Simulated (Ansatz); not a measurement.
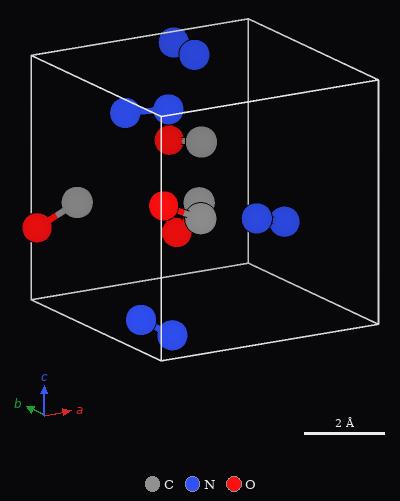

Starting frame of a dynamics run of a 16-atom cell of CN2O. It starts from the last geometry of an earlier run, with fresh velocities. The picture is a ball-and-stick view of the simulation cell, seen from a free direction.

The calculation used Ansatz, DFT PBE+D3(BJ), scalar-relativistic, plane waves, PAW.

Input
```yaml
crystal:
  lattice:
    - [4.5026497556, -4.5026497556, 0.0]
    - [4.5026497556, 4.5026497556, 0.0]
    - [0.0, 0.0, 6.4030879809]
  atoms:
    - { symbol: C, position: [0.6114151441, -0.2850991722, 0.6197012446] }
    - { symbol: C, position: [0.2315515934, 1.0848253946, 0.5203888295] }
    - { symbol: C, position: [0.4163533749, 0.4060252426, 0.4774646907] }
    - { symbol: C, position: [1.0833730852, 0.7875679699, 0.4332583486] }
    - { symbol: "N", position: [-0.0211226654, 0.1222582661, 0.134589313] }
    - { symbol: "N", position: [0.2139595942, 0.6366679093, -0.1821730824] }
    - { symbol: "N", position: [0.8519097804, 0.4780784731, 0.3169319745] }
    - { symbol: "N", position: [0.7037905304, 1.0813421848, 0.9215894856] }
    - { symbol: "N", position: [0.3764807585, 0.5758943291, -0.1766177235] }
    - { symbol: "N", position: [0.1093933273, 0.0993828043, 0.0577571393] }
    - { symbol: "N", position: [0.6954989207, 0.9092748577, 0.9152142583] }
    - { symbol: "N", position: [0.6944235416, 0.4273946041, 0.3665120857] }
    - { symbol: O, position: [0.5679673499, -0.1102895, 0.5898519065] }
    - { symbol: O, position: [0.0496084853, 1.066557521, 0.6048593303] }
    - { symbol: O, position: [0.3779970096, 0.5142309427, 0.3343141501] }
    - { symbol: O, position: [0.9403693745, 0.8571841533, 0.3335420241] }
basis:
  ecutwfc: 420
kpoints:
  mp_grid: { grid: [2, 2, 2], shift: [0.5, 0.5, 0.5] }
hamiltonian:
  xc: pbe
  dispersion: d3bj
scf:
  occupations: { method: fermi_dirac, width: 0.1034 }
  lower_state_search: "off"
  convergence: { dr2_threshold: 1.0e-07 }
output:
  forces: true
  stress: true
md:
  timestep: 2.0
  n_steps: 191
  ensemble: nvt_langevin
  temperature: 1200.0
  initial_velocities: maxwell_boltzmann
  seed: 28727
  friction: 0.02
```

Launched with:
```bash
ansatz run input.yaml --threads 4 --pin off --max-ram 9216MiB --backend cpu --events-out ev --progress --plain --runs-dir out
```

What does the trajectory do?

Answer. The mean temperature in the second half is 1059 K (standard deviation 249 K). The potential energy in the second half lies on average 417 meV per atom below the first frame. The first frame is far from relaxed (forces up to 28.6 eV/Å), so much of the motion is the structure settling. The mean pressure there is 6.5 GPa. Root-mean-square distances from the starting positions over the second half, with the common drift of all atoms taken out: N 1.54 Å, C 1.25 Å, O 0.76 Å. The heavy atoms stay within a fraction of a molecule's size of their starting places; so short a run doesn't tell a liquid from a solid.

Along the run (each row but the first and the last is the mean over the interval that it begins):

```
time (fs)  potential energy (meV/atom)  T (K)  p (GPa)
      0.0                          0.0   1125     12.9
     46.0                       -335.9   1777      8.4
     92.0                       -330.1   1315      8.5
    138.0                       -339.5    964      8.4
    184.0                       -403.9   1224      6.6
    230.0                       -427.2   1010      6.2
    276.0                       -423.2    837      6.9
    322.0                       -417.8   1188      6.1
    368.0                       -380.4   1178      7.1
```

The paths of the atoms:

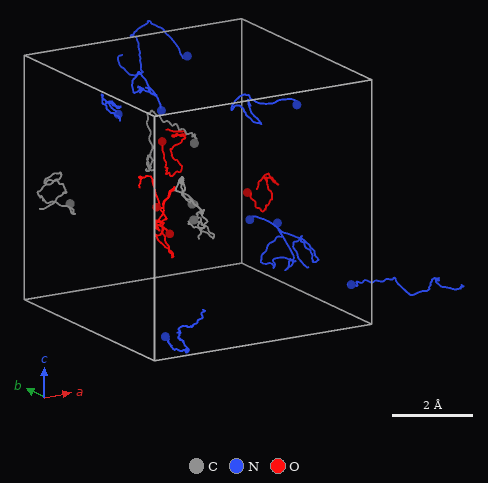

The run took 4.8 min on 4 threads of Arm Neoverse V2, on a shared host, peak memory 0.59 GiB.
